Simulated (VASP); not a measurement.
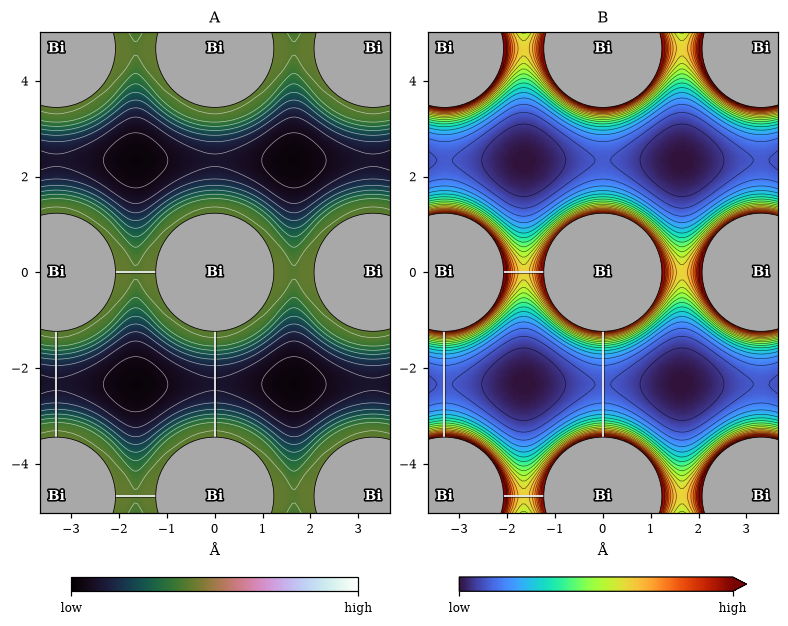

Bi: 2 fields on the (110) plane of the conventional cell, with unlabelled colour scales. Grey discs cover the atomic cores.

Space group Pm-3m; a generated structure, not necessarily the stable one.

All numbers below come from Kohn-Sham DFT of a periodic cell, RPBE, VASP PAW PBE potentials, recommended (VASP 6.6.1).

Which field does each panel show? The fields are: electron localisation function and valence pseudo-density.

Panel A: electron localisation function. Panel B: valence pseudo-density. From the grid: Bi–Bi (3.31 Å): ρ at the midpoint is about 0.19 e/Å³; the ELF is about 0.40 at the midpoint.
